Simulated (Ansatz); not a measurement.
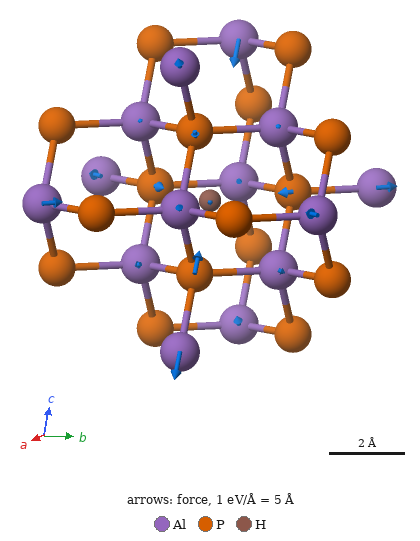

Starting geometry of a defect cell of composition Al16P16H with the computed forces as blue arrows. The picture is a ball-and-stick view of the atoms within 5.0 Å of the atom that moves most (axes of the conventional cell (2 times the calculation's cell) (origin shifted)), seen slightly off an axis. Lengths and directions refer to the drawn axes.

Case: H interstitial, charge +0, atoms relaxed.

Computed with DFT PBEsol, scalar-relativistic, plane waves, PAW in Ansatz. Settings: plane-wave cutoff 420 eV; k-point mesh 2 × 2 × 2; occupations gaussian; smearing width 0.02 eV; mesh shifted by (0.5, 0.5, 0.5); collinear spin; atoms relaxed in a fixed cell; force threshold 0.02 eV/Å; at most 60 steps.

> Is this structure relaxed? If not, where do the atoms go?

It isn't relaxed: the largest force vector, on an Al atom, is 0.17 eV/Å. The final displacements have little in common with the starting forces (cosine between the two patterns 0.25). Over 7 accepted moves (8 points after the start) the energy falls by 0.118 eV per cell of the calculation. The largest force component goes from 0.1 to 0.0035 eV/Å. The line search rejected the trial step at point 5 of the run. The largest move is that of the H atom, 0.49 Å roughly along [1 0 −3]. Largest moves by element: H 0.49 Å, P 0.18 Å, Al 0.07 Å. The lattice vectors keep their values. Among the contacts that change: H–P 2.265 → 1.604 Å, Al–P 2.369 → 2.545 Å, Al–P 2.369 → 2.386 Å, Al–P 2.369 → 2.362 Å. New bonds form: H–P (2.27 → 1.60 Å). Bond angles that change, for instance: P–Al–P 109.5° → 104.1°, Al–P–Al 109.5° → 105.4°, Al–P–Al 109.5° → 113.2°.
